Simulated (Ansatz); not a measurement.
```yaml
crystal:
  lattice:
    - [-4.78162, -4.60112, 7.47445]
    - [6.37549, -1.84045, 7.47445]
    - [-1.59387, 6.44156, 7.47445]
  atoms:
    - { symbol: W, position: [0.69338, 0.07787, 0.23209] }
    - { symbol: W, position: [0.00130, 0.00307, 0.00018] }
    - { symbol: W, position: [0.46187, 0.38578, 0.15496] }
    - { symbol: W, position: [0.92560, 0.76663, 0.30872] }
    - { symbol: W, position: [0.38273, 0.15673, 0.46144] }
    - { symbol: W, position: [0.85236, 0.52690, 0.61708] }
    - { symbol: W, position: [0.76959, 0.30838, 0.92247] }
    - { symbol: W, position: [0.23221, 0.69373, 0.07832] }
    - { symbol: W, position: [0.14948, 0.45768, 0.38175] }
    - { symbol: W, position: [0.61820, 0.84608, 0.54006] }
    - { symbol: W, position: [0.06718, 0.24003, 0.68916] }
    - { symbol: W, position: [0.54176, 0.61741, 0.84641] }
    - { symbol: W, position: [0.30811, 0.92732, 0.77024] }
    - { symbol: S, position: [0.39520, 0.40629, 0.40735] }
    - { symbol: S, position: [0.87180, 0.77720, 0.56003] }
    - { symbol: S, position: [0.31742, 0.18338, 0.70876] }
    - { symbol: S, position: [0.79663, 0.55420, 0.86183] }
    - { symbol: S, position: [0.25041, 0.94438, 0.02057] }
    - { symbol: S, position: [0.17211, 0.70407, 0.33341] }
    - { symbol: S, position: [0.63365, 0.09710, 0.48162] }
    - { symbol: S, position: [0.55914, 0.86816, 0.78834] }
    - { symbol: S, position: [0.01847, 0.25735, 0.93660] }
    - { symbol: S, position: [0.48247, 0.63500, 0.09687] }
    - { symbol: S, position: [0.94306, 0.01796, 0.25133] }
    - { symbol: S, position: [0.71176, 0.32753, 0.17299] }
    - { symbol: S, position: [0.95329, 0.33730, 0.48883] }
    - { symbol: S, position: [0.26471, 0.26210, 0.26057] }
    - { symbol: S, position: [0.72662, 0.64585, 0.41994] }
    - { symbol: S, position: [0.18418, 0.03567, 0.57309] }
    - { symbol: S, position: [0.64750, 0.41921, 0.72379] }
    - { symbol: S, position: [0.11193, 0.80474, 0.87947] }
    - { symbol: S, position: [0.03343, 0.57216, 0.18242] }
    - { symbol: S, position: [0.49555, 0.95584, 0.34263] }
    - { symbol: S, position: [0.41861, 0.72820, 0.64979] }
    - { symbol: S, position: [0.87960, 0.10916, 0.80127] }
    - { symbol: S, position: [0.34275, 0.49709, 0.95552] }
    - { symbol: S, position: [0.80387, 0.87989, 0.11036] }
    - { symbol: S, position: [0.57120, 0.18712, 0.03415] }
```

Spin-polarised.

Level of theory: DFT PBE, scalar-relativistic, plane waves, PAW (Ansatz 0.2.0).

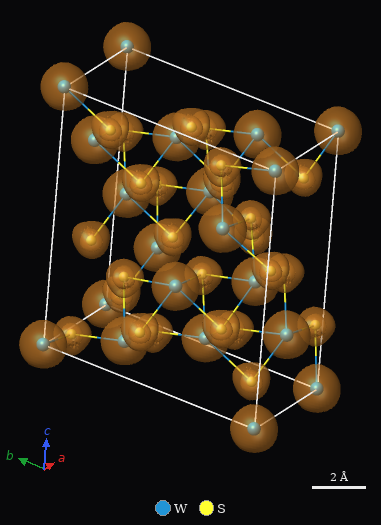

W13S25 (cell charge −1, with a compensating background) (cell with a defect). Isosurface of the valence electron density at 1 e/Å³ (orange), seen at an oblique angle. Sticks mark near contacts.

Core electrons are frozen (PAW), and the valence fields are smoothed inside the atomic spheres.

Q: How is the density connected at this value?

A: At this value the density breaks into separate islands; it holds about 45 % of the electrons treated as valence (semicore included). It bridges none of the near contacts. It is pinched off along the sampled W–S (2.39 Å), W–W (2.97 Å) and W–S (2.43 Å) contacts. On the grid the lowest density along these lines, outside the cores, is 0.65 e/Å³ (W–S, 2.39 Å), 0.34 e/Å³ (W–W, 2.97 Å) and 0.6 e/Å³ (W–S, 2.43 Å).
